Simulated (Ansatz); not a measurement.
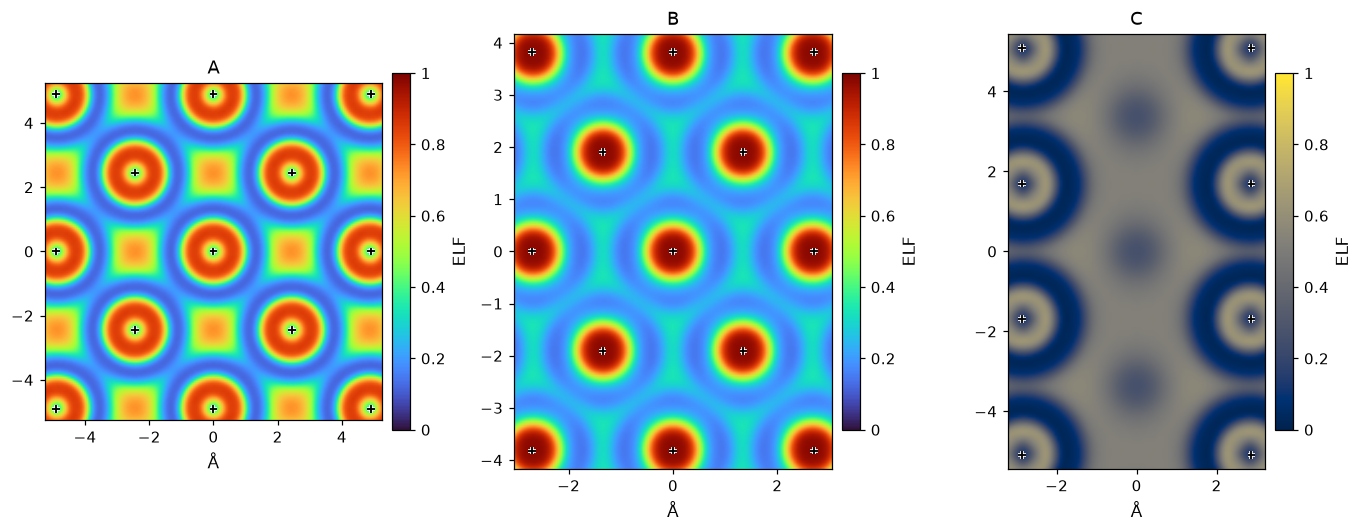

The ELF of 3 systems, each on a plane through atoms (crosses mark nuclei in the plane).

Computed with DFT, LDA (PW92), plane waves (420 eV) with PAW, scalar-relativistic in Ansatz.

System 1: Na, the (100) plane of the conventional cell. Space group P6/mmm; set up as Na, omega (AlB2-type); a generated structure, not necessarily the stable one; changed on purpose from its base cell (volume × 0.96); computed without spin polarisation.

```yaml
crystal:
  lattice:
    - [5.73697, 0.00000, 0.00000]
    - [-2.86849, 4.96836, 0.00000]
    - [0.00000, 0.00000, 3.39236]
  atoms:
    - { symbol: Na, position: [0.00000, 0.00000, 0.00000] }
    - { symbol: Na, position: [0.33333, 0.66667, 0.50000] }
    - { symbol: Na, position: [0.66667, 0.33333, 0.50000] }
```

System 2: Co, the (110) plane of the conventional cell. Space group Im-3m; set up as Co, bcc; a generated structure, not necessarily the stable one; changed on purpose from its base cell (volume × 1.0); computed pressure about 10 GPa in this cell; spin-polarised.

```cif
data_structure
_symmetry_space_group_name_H-M 'P 1'
_symmetry_Int_Tables_number 1
_cell_length_a 2.7004
_cell_length_b 2.7004
_cell_length_c 2.7004
_cell_angle_alpha 90.000
_cell_angle_beta 90.000
_cell_angle_gamma 90.000
_cell_volume 19.69
loop_
_atom_site_label
_atom_site_type_symbol
_atom_site_fract_x
_atom_site_fract_y
_atom_site_fract_z
_atom_site_occupancy
Co1 Co 0.00000 0.00000 0.00000 1
Co2 Co 0.50000 0.50000 0.50000 1
```

System 3: Y, the (100) plane of the conventional cell. Space group Fm-3m; set up as Y, fcc; a generated structure, not necessarily the stable one; changed on purpose from its base cell (volume × 1.0); computed without spin polarisation.

```yaml
crystal:
  lattice:
    - [4.90659, 0.00000, 0.00000]
    - [0.00000, 4.90659, 0.00000]
    - [0.00000, 0.00000, 4.90659]
  atoms:
    - { symbol: Y, position: [0.00000, 0.00000, 0.00000] }
    - { symbol: Y, position: [0.50000, 0.50000, 0.00000] }
    - { symbol: Y, position: [0.50000, 0.00000, 0.50000] }
    - { symbol: Y, position: [0.00000, 0.50000, 0.50000] }
```

Q: Match each panel to its system.

A: Panel A is system 3, Y: the plane holds Y. Y–Y (3.47 Å): the ELF is about 0.20 at the midpoint: no shared electron pair shows on this line. Panel B is system 2, Co: the plane holds Co. Co–Co (2.34 Å): the ELF is about 0.25 at the midpoint; no shared electron pair shows on this line. Panel C is system 1, Na: the plane holds Na. Na–Na (3.39 Å): the ELF is about 0.30 at the midpoint.
